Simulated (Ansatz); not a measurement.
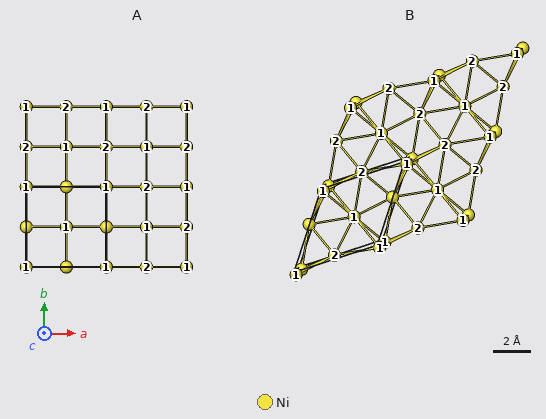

Two geometries of crystalline Ni (a generated structure, set up in I4_1/amd), drawn at one scale. One is the start of a relaxation, the other its converged end. A ball-and-stick model of the conventional cell (2 times the calculation's cell), repeated 2 × 2 × 1 with one cell outlined, seen along the c axis. Lengths and directions refer to the drawn axes.

All numbers below come from DFT, RPBE, plane waves (420 eV) with PAW, scalar-relativistic (Ansatz 0.2.0). Set-up: plane-wave cutoff 420 eV; k-point mesh 15 × 15 × 10; occupations fermi dirac; smearing width 0.05 eV; collinear spin; cell and atoms relaxed; force threshold 0.01 eV/Å; at most 60 steps.

Which of the two is the end point?

Structure B is the relaxed one. Phase: beta-Sn type. The largest moves relative to the cell, 0.18 Å, are those of Ni1 and Ni2. Ni2 goes along [−1 1 0]. The volume changes by −2.1 %, with a = b 4.382 → 4.827 Å (+10.2 %), c 2.393 → 2.509 Å (+4.9 %), α 90.0° → 105.1°, β 90.0° → 105.1°, γ 90.0° → 53.5°. Some distances before and after: Ni1–Ni1 3.322 → 2.509 Å, Ni1–Ni2 2.832 → 2.521 Å, Ni1–Ni2 (another image) 2.271 → 2.519 Å, Ni1–Ni1 (another image) 2.393 → 2.509 Å. New bonds form: Ni1–Ni1 (3.32 → 2.51 Å), Ni2–Ni2 (3.32 → 2.51 Å). The space group (tolerance 0.01 Å) goes from I4_1/amd (No. 141) to P6_3/mmc (No. 194). After 27 accepted moves (30 points after the start) the energy has fallen by 458 meV per atom. The largest force component goes from 0.0011 to under 0.0001 eV/Å. The pressure goes from 13.20 to −0.02 GPa. At 3 points the geometry stayed and the basis and grid were re-selected for the new cell (energy shift of 76.9 meV per atom at most each time). The program noted that the starting moments weren't kept. The run took about 26 core-minutes on a shared host.
